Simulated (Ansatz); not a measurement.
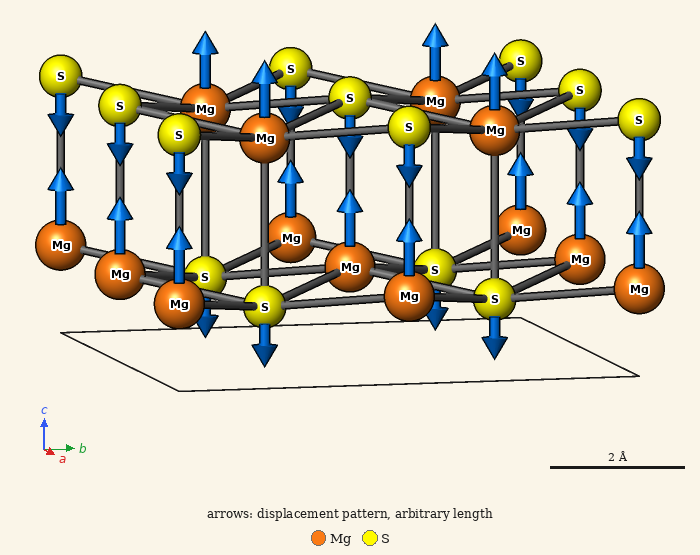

Normal modes of a free-standing layer of MgS (a generated structure), space group P4/nmm (No. 129), at the zone centre. The optical levels lie at 134 (×2), 206, 248, 284 (×2), 297 (×2), 338 cm⁻¹. One mode is drawn. The blue arrows are the displacements of the atoms (eigenvector over the root of the mass), of arbitrary overall length and sign. A ball-and-stick model of the 2 × 2 repeat of the cell, outlined in the plane, without the vacuum, seen slightly off an axis.

Theory: DFT PBE+D3(BJ), scalar-relativistic, plane waves, PAW in Ansatz 0.2.0. Settings: plane-wave cutoff 420 eV; k-point mesh 6 × 6 × 1; occupations fixed; no spin polarisation.

Frequencies are those without the non-analytic (LO–TO) term.

To which level does it belong?

Answer. The level at 338 cm⁻¹. This is the A₂u mode, the highest optical level, infrared-active by symmetry. The Mg sublattice moves against the S sublattice, along c of the drawn cell; it stretches the shortest Mg–S bonds (2.55 Å); the kinetic energy is shared as Mg 57 %, S 43 %.
